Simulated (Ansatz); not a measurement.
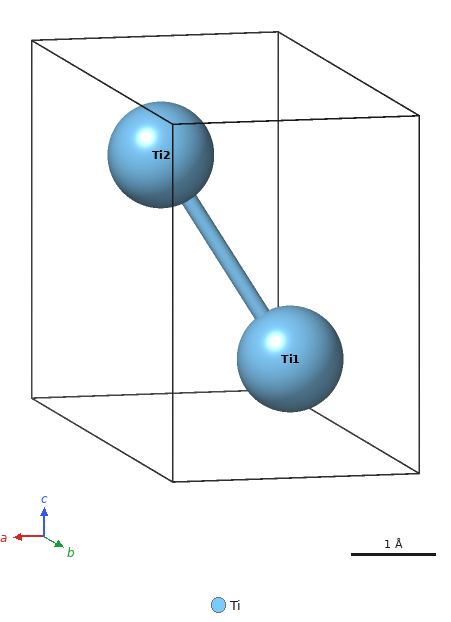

Fig. 1: The structure as given in the input (ball-and-stick view of the cell of the calculation, seen at an oblique angle; atoms are numbered from 1 in the order of the input). An atom can appear more than once, as a periodic image. Near neighbours in the periodic cell (some may lie outside the picture): Ti has 12 Ti at 2.89 to 2.95 Å.

# Ti: a changed input and its effect

System: Ti (P6₃/mmc, 2 atoms in the cell).
Method of the first run: DFT, r2SCAN, PAW with Ansatz's default frozen-core files, scalar-relativistic; relaxation of cell and atoms, no spin polarisation (Ansatz 0.2.0).

The structure derives from an entry of the Crystallography Open Database. Text and figures count atoms from 1; the logs count them from 0 in places.

The input, the first run:
```yaml
crystal:
  lattice:
    - [2.95000000002, 0.0, 0.0]
    - [-1.47500000001, 2.55477494118, 0.0]
    - [0.0, 0.0, 4.68]
  atoms:
    - { symbol: Ti, position: [0.333333333333, 0.666666666667, 0.25] }
    - { symbol: Ti, position: [0.666666666667, 0.333333333333, 0.75] }
kpoints:
  mp_grid: { grid: [12, 12, 8] }
scf:
  occupations: { method: fermi_dirac, width: 0.1 }
hamiltonian:
  xc: r2scan
  pseudopotentials: { kind: paw }
relax:
  f_tol: 0.002
  max_steps: 80
  cell: {}
output:
  forces: true
  stress: true
```

Launched with:
```bash
ansatz run input.yaml --threads 1 --pin off --max-ram 3072MiB --backend cpu --events-out ev --progress --plain --runs-dir out
```

Hardware: 1 thread of Arm Neoverse V2, 24 GiB of memory available, shared host.

Output, shortened to warnings, some set-up lines, iterations and results (the first run):
```
Basis set: ecut = 500 eV, 929 PW (Γ), exchange–correlation on 96×96×144 points (64 copies of the dense FFT grid, shifted against one another)
Symmetry: 24 space group operations
k-points: 95 of 1152
Initial density: superposition of atomic densities (neutral atoms: chi_scale 0, normalization atom), corrected by the library's trained network
[...]
SCF iter   1: F=—  HF=-5008.726148 eV  |F-HF|=—  |Δ(HF+E_count)|=         —  Δρ=1.64e-2  dr2=8.52e-2  dr2_τ=1.48e-2  ethr=1.77e-3  ⟨swp⟩=3.5  Hψ=6321  notcnv=0
SCF iter   2: F=—  HF=-5008.764878 eV  |F-HF|=—  |Δ(HF+E_count)|=   3.87e-2  Δρ=5.63e-3  dr2=9.81e-3  dr2_τ=8.14e-4  ethr=3.55e-4  ⟨swp⟩=2.8  Hψ=3587  notcnv=0
SCF iter   3: F=—  HF=-5008.765204 eV  |F-HF|=—  |Δ(HF+E_count)|=   3.27e-4  Δρ=1.56e-3  dr2=3.62e-4  dr2_τ=1.01e-4  ethr=4.09e-5  ⟨swp⟩=3.0  Hψ=2903  notcnv=0
SCF iter   4: F=—  HF=-5008.765779 eV  |F-HF|=—  |Δ(HF+E_count)|=   5.74e-4  Δρ=3.51e-4  dr2=1.75e-5  dr2_τ=2.25e-6  ethr=1.51e-6  ⟨swp⟩=2.0  Hψ=2444  notcnv=0
SCF iter   5: F=—  HF=-5008.765807 eV  |F-HF|=—  |Δ(HF+E_count)|=   2.88e-5  Δρ=2.37e-5  dr2=1.11e-7  dr2_τ=1.12e-8  ethr=7.27e-8  ⟨swp⟩=2.0  Hψ=2462  notcnv=0
[... 30 lines ...]
SCF iter   4: F=—  HF=-5008.769903 eV  |F-HF|=—  |Δ(HF+E_count)|=   3.98e-9  Δρ=1.00e-6  dr2=3.07e-10  dr2_τ=2.13e-11  ethr=2.26e-11  ⟨swp⟩=2.0  Hψ=2479  notcnv=0
SCF iter   5: F=—  HF=-5008.769903 eV  |F-HF|=—  |Δ(HF+E_count)|=  9.46e-11  Δρ=3.20e-7  dr2=3.85e-11  dr2_τ=3.07e-12  ethr=1.28e-12  ⟨swp⟩=2.0  Hψ=2671  notcnv=0
SCF iter   6: F=-5008.769903 eV  HF=-5008.769903 eV  |F-HF|=0.00e0  |Δ(HF+E_count)|=    0.00e0  Δρ=7.61e-8  dr2=2.25e-12  dr2_τ=2.84e-14  ethr=1.00e-12  ⟨swp⟩=4.2  Hψ=5540  …
SCF 5 converged in 6 iterations: F = -5008.769903 eV  dr2 = 2.25e-12
relax step   5: F+E_penalty+E_count = -5008.76990296 eV  Δ(F+E_penalty+E_count) = +3.465e-4 eV  max|allowed force component| = 3.331e-16 eV/Å  Δτ_max = 0.0000 Å  P = -0.001 …
basis re-selected at this cell: Δ(F+E_penalty+E_count) = +3.465e-4 eV, ΔP = -0.008 GPa vs the last step (what re-selecting the basis moved, of the pressure what is left beyond the Pulay correction that the steps carried, after the strain that the cell walked since its last selection, with what the …
SCF converged after 6 iterations
Free energy (F): -5008.769903 eV
Harris-Foulkes:  -5008.769903 eV  (|F-HF|=0.00e0)
Internal energy: -5008.704808 eV  (E = F + TS)
E sigma→0 (E₀):  -5008.737355 eV
Entropy (-TS):   -0.065095 eV (-32.548 meV/atom)
Fermi energy:    13.439282 eV
--- Per-component energies (eV) ---
  E_band       = -340.362768
  E_kinetic    = 544.841305
  E_local      = -1616.306608  (includes V_loc(G=0)·N_el)
  E_nonlocal   = 14.520325
  E_hartree    = 661.909916
  E_xc         = -185.691248
  E_vxc        = -265.409096  (∫ρ·V_xc dr)
  E_paw        = -2113.363724  (= ΣΔE_a)
  E_vpaw       = -360.078251  (= ΣTr[D̂ρ^β])
  E_aug_tail   = 0.000172  (compensation charges beyond the density's cutoff)
  E_vtau       = 18.249480  (kinetic-family band-sum trace: ∫τ·v_τ [+ j·A + Jᵃ·Aᵃ] dr)
  E_ewald      = -2314.108031
  E_core_change = -0.506914  (= ΣΔE_core)
  E_smearing   = -0.065095  (= −TS)
  E_closure    = -0.000000  (closes the sum)
  Σ components = -5008.769903   (vs F -5008.769903, Δ=0.00e0)
--- Forces (eV/Å), atoms counted from 1 ---
  atom   1  Ti     0.00000000    -0.00000000     0.00000000
  atom   2  Ti     0.00000000     0.00000000    -0.00000000
  max |Σ_I F_I| component: 0.00e0 eV/Å
--- Stress (GPa, compression-positive) ---
        0.014923       0.000000       0.000000
        0.000000       0.014923      -0.000000
        0.000000       0.000000      -0.034132
  P = ⅓ Tr σ = -0.0014 GPa (-0.014 kbar)
--- Relaxed structure (4 steps of the walk, 3 accepted, 1 SCFs on fresh bases) ---
  F+E_penalty+E_count = -5008.76990296 eV   max|allowed force component| = 3.331e-16 eV/Å   (the final SCF, on the basis selected at the relaxed cell)
  cell:  # Å, volume = 34.6487 Å³
    - [2.935868525691139, -5.774766228226852e-35, -1.010584089939699e-34]
    - [-1.4679342628455696, 2.5425367254196938, -2.448720932142855e-35]
    - [-1.1451655062680477e-34, -1.3741986075216571e-34, 4.641757851021446]
  atoms:
    - { symbol: Ti, position: [0.3333333333333333, 0.6666666666666666, 0.25] }
[...]
```

For the second run the input was changed thus:
```diff
-  occupations: { method: fermi_dirac, width: 0.1 }
+  occupations: { method: cold, width: 0.001 }
+  hubbard: { sites: [{ species: Ti, l: d, u_eff: 2.0 }], double_counting: amf }
```

What does this change do to the results?

The total energies belong to different models, so their difference says nothing on which is more stable or more accurate. The volume per atom goes from 17.32 to 17.30 Å³. The SCF takes 32 iterations over all geometry steps against 30. The two runs start from different initial densities, which also moves the count.

Output, shortened to warnings, some set-up lines, iterations and results (the second run):
```
Basis set: ecut = 500 eV, 929 PW (Γ), exchange–correlation on 96×96×144 points (64 copies of the dense FFT grid, shifted against one another)
Symmetry: 24 space group operations
k-points: 95 of 1152
Initial density: superposition of atomic densities (chi_scale 0.1, normalization cell)
[...]
SCF iter   1: F=—  HF=-5009.095276 eV  |F-HF|=—  |Δ(HF+E_count)|=         —  Δρ=6.70e-2  dr2=1.67e0  dr2_τ=2.94e-2  ethr=3.10e-3  ⟨swp⟩=4.2  Hψ=6117  notcnv=0
SCF iter   2: F=—  HF=-5008.763346 eV  |F-HF|=—  |Δ(HF+E_count)|=   3.32e-1  S|Δr|=    0.00e0  Δρ=2.05e-2  dr2=8.50e-2  dr2_τ=3.04e-2  ethr=3.10e-3  ⟨swp⟩=2.1  Hψ=3721  …
SCF iter   3: F=—  HF=-5008.747201 eV  |F-HF|=—  |Δ(HF+E_count)|=   1.61e-2  S|Δr|=    0.00e0  Δρ=7.55e-3  dr2=1.14e-2  dr2_τ=1.09e-3  ethr=3.54e-4  ⟨swp⟩=2.1  Hψ=2680  …
SCF iter   4: F=—  HF=-5008.757247 eV  |F-HF|=—  |Δ(HF+E_count)|=   1.00e-2  S|Δr|=    0.00e0  Δρ=1.71e-3  dr2=3.57e-4  dr2_τ=4.77e-5  ethr=4.76e-5  ⟨swp⟩=3.1  Hψ=2608  …
SCF iter   5: F=—  HF=-5008.757863 eV  |F-HF|=—  |Δ(HF+E_count)|=   6.15e-4  S|Δr|=    0.00e0  Δρ=3.11e-4  dr2=1.98e-5  dr2_τ=9.93e-7  ethr=1.49e-6  ⟨swp⟩=3.3  Hψ=3091  …
[... 34 lines ...]
SCF iter   3: F=—  HF=-5008.762332 eV  |F-HF|=—  |Δ(HF+E_count)|=   9.02e-8  S|Δr|=    0.00e0  Δρ=9.22e-6  dr2=2.90e-8  dr2_τ=1.39e-9  ethr=1.65e-10  ⟨swp⟩=2.1  Hψ=2379  …
SCF iter   4: F=—  HF=-5008.762332 eV  |F-HF|=—  |Δ(HF+E_count)|=   9.39e-9  S|Δr|=    0.00e0  Δρ=1.37e-6  dr2=6.68e-10  dr2_τ=3.87e-11  ethr=1.21e-10  ⟨swp⟩=3.0  Hψ=2635  …
SCF iter   5: F=-5008.762332 eV  HF=-5008.762332 eV  |F-HF|=9.09e-12  |Δ(HF+E_count)|=  9.28e-11  S|Δr|=    0.00e0  Δρ=2.60e-7  dr2=1.65e-11  dr2_τ=1.19e-12  ethr=1.00e-12  …
SCF 6 converged in 5 iterations: F = -5008.762332 eV  dr2 = 1.65e-11
relax step   6: F+E_penalty+E_count = -5008.76233224 eV  Δ(F+E_penalty+E_count) = +3.657e-4 eV  max|allowed force component| = 5.459e-16 eV/Å  Δτ_max = 0.0000 Å  P = +0.020 …
basis re-selected at this cell: Δ(F+E_penalty+E_count) = +3.657e-4 eV, ΔP = -0.007 GPa vs the last step (what re-selecting the basis moved, of the pressure what is left beyond the Pulay correction that the steps carried, after the strain that the cell walked since its last selection, with what the …
SCF converged after 5 iterations
Stability not checked: this state was not tested for a lower state beside it, because cold or Methfessel-Paxton smearing, or corrected tetrahedra, fill the levels in a way that the test cannot read (fill_not_monotonic; see scf.lower_state_search)
Free energy (F): -5008.762332 eV
Harris-Foulkes:  -5008.762332 eV  (|F-HF|=9.09e-12)
Internal energy: -5008.762327 eV  (E = F + TS)
E sigma→0 (E₀):  -5008.762331 eV
Entropy (-TS):   -0.000005 eV (-0.003 meV/atom)
Fermi energy:    13.512482 eV
--- Per-component energies (eV) ---
  E_band       = -340.008061
  E_kinetic    = 544.869051
  E_local      = -1614.837019  (includes V_loc(G=0)·N_el)
  E_nonlocal   = 14.504244
  E_hartree    = 661.392510
  E_xc         = -185.719309
  E_vxc        = -265.445126  (∫ρ·V_xc dr)
  E_hubbard    = -0.028215  (on-site DFT+U / exact-exchange correction)
  E_vhub       = -0.056430  (the Hubbard potential's part of the band-sum identity)
  E_paw        = -2113.364976  (= ΣΔE_a)
  E_vpaw       = -360.076624  (= ΣTr[D̂ρ^β])
  E_aug_tail   = 0.000170  (compensation charges beyond the density's cutoff)
  E_vtau       = 18.248791  (kinetic-family band-sum trace: ∫τ·v_τ [+ j·A + Jᵃ·Aᵃ] dr)
  E_ewald      = -2315.071868
  E_core_change = -0.506914  (= ΣΔE_core)
  E_smearing   = -0.000005  (= −TS)
  E_closure    = -0.000000  (closes the sum)
  Σ components = -5008.762332   (vs F -5008.762332, Δ=0.00e0)
DFT+U double counting: amf (around mean field; hamiltonian.hubbard.double_counting)
--- Forces (eV/Å), atoms counted from 1 ---
  atom   1  Ti     0.00000000    -0.00000000    -0.00000000
  atom   2  Ti     0.00000000     0.00000000     0.00000000
  max |Σ_I F_I| component: 1.85e-17 eV/Å
--- Stress (GPa, compression-positive) ---
        0.031019       0.000000       0.000000
        0.000000       0.031019       0.000000
        0.000000       0.000000      -0.002109
  P = ⅓ Tr σ = 0.0200 GPa (0.200 kbar)
Occupation matrices written to [file]
[...]
```

The two runs side by side:

| quantity | the first run | the second run |
| --- | --- | --- |
| outcome | converged | converged |
| free energy per atom (eV) | −2504.3850 | −2504.3812 |
| energy per atom, smearing taken to zero (eV) | −2504.3687 | −2504.3812 |
| pressure (GPa) | 0.00 | 0.02 |
| volume per atom (Å³) | 17.32 | 17.30 |
| largest force (eV/Å) | 0.000 | 0.000 |
| SCF iterations | 30 | 32 |
| irreducible k-points | 95 | 95 |
| wall time (shared host) | 25 s | 33 s |
